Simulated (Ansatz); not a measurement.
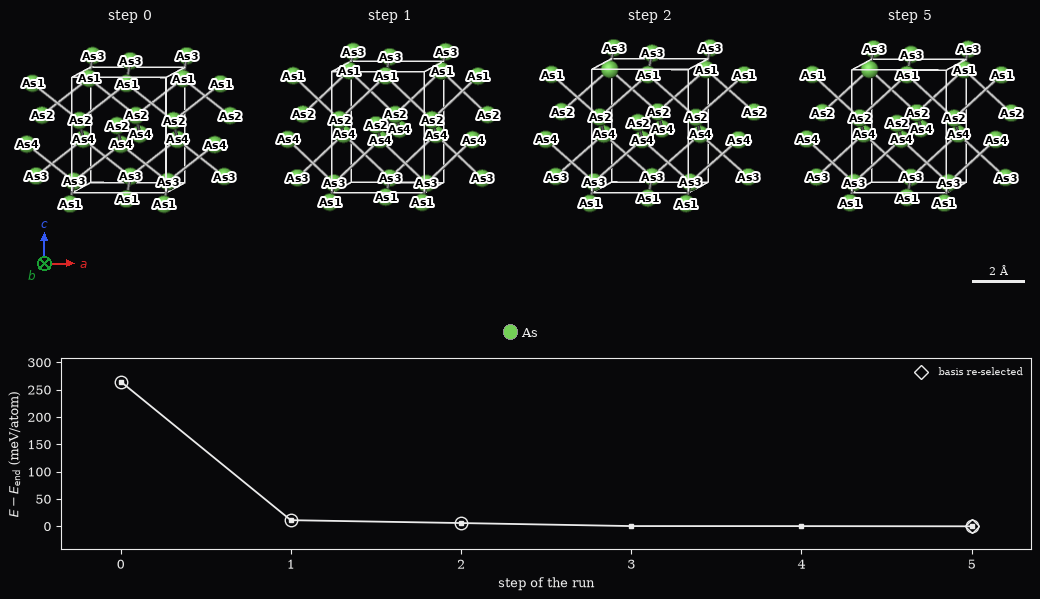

Frames of a relaxation of a crystal of As (set up in Cmce), marked on the history of the run. The picture is a ball-and-stick view of the conventional cell (2 times the calculation's cell), seen from a free direction. Lengths and directions refer to the drawn axes.

Phase: black arsenic (Cmce).

Level of theory: DFT, r2SCAN, plane waves (500 eV) with PAW, scalar-relativistic in Ansatz 0.2.0. Set-up: plane-wave cutoff 500 eV; k-point mesh 9 × 9 × 7; occupations fermi dirac; smearing width 0.1 eV; no spin polarisation; cell and atoms relaxed; force threshold 0.01 eV/Å; at most 60 steps.

Question: What happens along the run?

Answer: The largest moves relative to the cell, 0.11 Å, are those of As1, As2, As3 and As4. As1 goes along [0 −1 3]. Cell: a 3.630 → 3.648 Å (+0.5 %), b 10.960 → 11.401 Å (+4.0 %), c 4.450 → 4.735 Å (+6.4 %). Volume +11.2 %. Among the contacts that change: As1–As3 2.293 → 2.477 Å, As1–As2 2.307 → 2.474 Å. Among the angles between lasting bonds that change: As2–As1–As2 103.8° → 95.0°. The space group stays Cmce (No. 64). The energy falls by 265 meV per atom in 4 accepted moves (5 points after the start). The largest force component goes from 2.1 to 0.0067 eV/Å. The pressure goes from 15.97 to 0.02 GPa. The SCF was repeated once at an unchanged geometry on a basis and grid sized afresh for the cell, which shifted the energy by 0.3 meV per atom at most. Cost: 4.3 min on 1 thread of Intel(R) Xeon(R) Platinum 8259CL CPU @ 2.50GHz (Skylake/Cascade Lake) (shared host), peak memory 1.1 GiB. From step 0 to 1: As atoms move most (0.13 Å), volume +4.9 %, energy −254 meV per atom. From step 1 to 2: As atoms move most (0.05 Å), volume +9.4 %, energy −5.2 meV per atom. From step 2 to 5: As atoms move most (0.03 Å), volume −3.0 %, energy −6.0 meV per atom.
